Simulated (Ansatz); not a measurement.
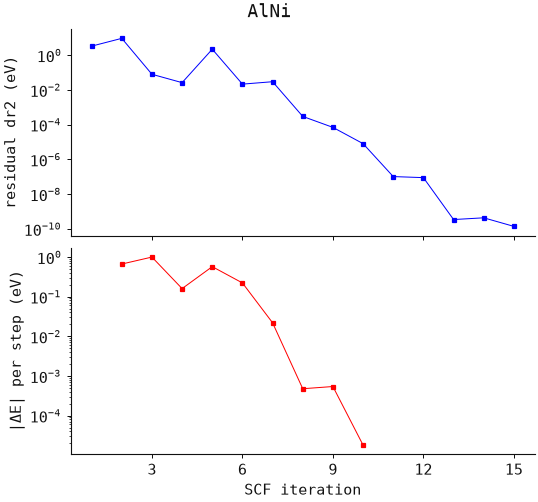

The plot shows the SCF iterations of a calculation: density residual dr2, step-to-step change of the Harris–Foulkes energy. Energy differences below 3 × 10⁻⁶ eV aren't drawn. dr2 is the charge part; the magnetisation has a residual of its own.

System: AlNi (P-6m2, 2 atoms in the cell).
Method: Ansatz, DFT PBE, scalar-relativistic, plane waves, PAW; cutoff 420 eV, 6×6×4 k-mesh, Gaussian smearing of 0.1 eV, collinear spins.

### How did this run end?

The run converged; it took 15 iterations. The residual falls unevenly and jumps up by a factor of two or more twice on the way down, most sharply at step 5 (by a factor of about 80). The program keeps the magnetisation out of the quasi-Newton mixer until iteration 3 and then restarts the mixer with it. The program put off closing at iteration 12, as the moment had not settled.

### Read the residual at the first and at the last step drawn.

It starts near 3 and ends near 10⁻¹⁰ eV.
